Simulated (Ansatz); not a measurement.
The structure in question:

```xyz
3
Lattice="4.5674 0.0000 0.0000 -2.2837 3.9555 0.0000 0.0000 0.0000 2.8262" Properties=species:S:1:pos:R:3 pbc="T T T"
Ti    0.0000    0.0000    0.0000
Ti    0.0000    2.6370    1.4131
Ti    2.2837    1.3185    1.4131
```

**Characterise the structure given above.**

The element is titanium. Space group P6/mmm (No. 191), lattice primitive hexagonal. It belongs to the family called ω phase (AlB₂-like). The cell holds three atoms. By contacts within bonding range, the coordination numbers are Ti 2 to 5 (mean 4.0). Not all metal-metal contacts are counted.

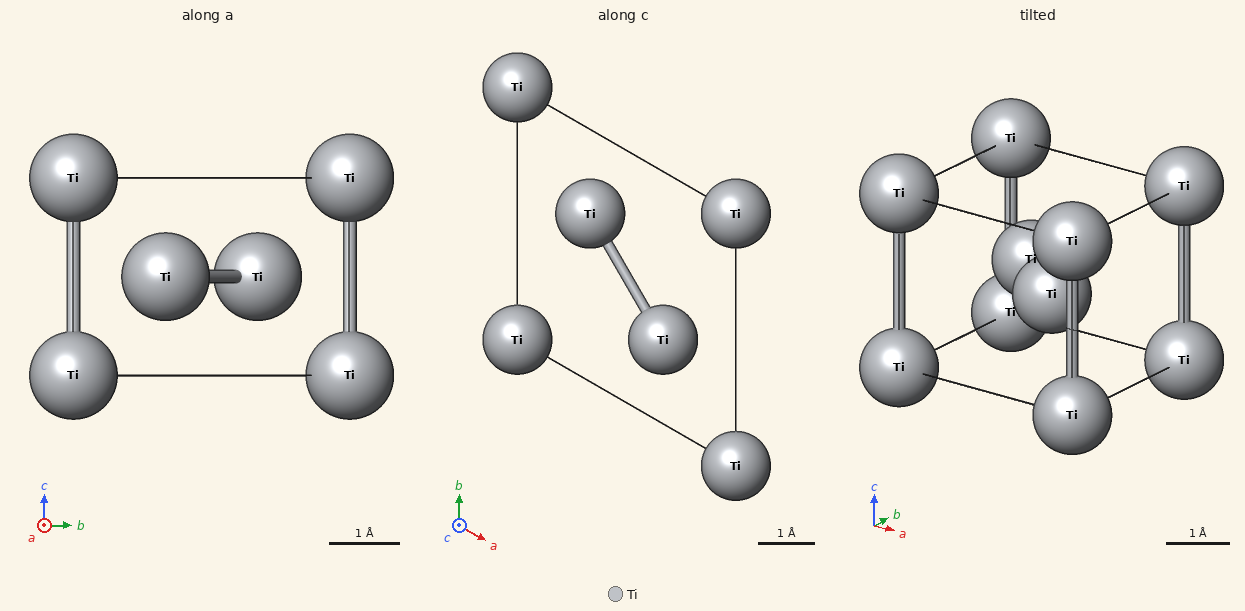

A ball-and-stick rendering, viewed along the a axis, along the c axis and slightly off an axis. One conventional unit cell is framed, with atoms on its boundary repeated.

The initial geometry was a structure listed in the Materials Project. Earlier steps of the study, as a rule a relaxation of our own, may have changed the cell and positions, so they can lie some per cent off the listed ones. It went into a calculation with Ansatz.
